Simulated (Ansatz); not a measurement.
System: H$_{4}$C.

```cif
data_structure
_symmetry_space_group_name_H-M 'P 1'
_symmetry_Int_Tables_number 1
_cell_length_a 4.4989
_cell_length_b 4.4989
_cell_length_c 4.4989
_cell_angle_alpha 90.000
_cell_angle_beta 90.000
_cell_angle_gamma 90.000
_cell_volume 91.06
loop_
_atom_site_label
_atom_site_type_symbol
_atom_site_fract_x
_atom_site_fract_y
_atom_site_fract_z
_atom_site_occupancy
H1 H 0.36024 0.36024 0.63976 1
H2 H 0.86024 0.86024 0.13976 1
H3 H 0.63976 0.36024 0.36024 1
H4 H 0.13976 0.86024 0.86024 1
H5 H 0.36024 0.63976 0.36024 1
H6 H 0.86024 0.13976 0.86024 1
H7 H 0.13976 0.13976 0.13976 1
H8 H 0.63976 0.63976 0.63976 1
C1 C 0.00000 0.00000 0.00000 1
C2 C 0.50000 0.50000 0.50000 1
```

Space group I-43m; a structure from a database of computed crystals, not necessarily the ambient phase; started from the database structure prototype, which need not be the ambient phase.

Level of theory: Ansatz, DFT, r2SCAN+rVV10, plane waves, PAW.

Question: What will maps of the valence pseudo-density show?

Answer: C–H (1.09 Å): ρ at the midpoint is about 1.9 e/Å³.

Question: Does the calculation give a band gap?

Answer: It is gapped, with a Kohn–Sham gap of 8.4 eV on the k-point mesh (the band edges may lie off the mesh, which would make the gap smaller).

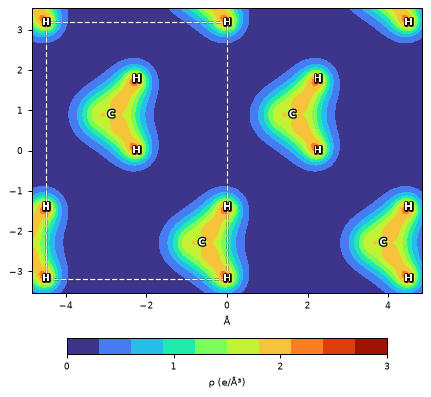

Computed valence pseudo-density on the (101̄) plane of the conventional cell. 

Core electrons are frozen (PAW), and the valence fields are smoothed inside the atomic spheres.
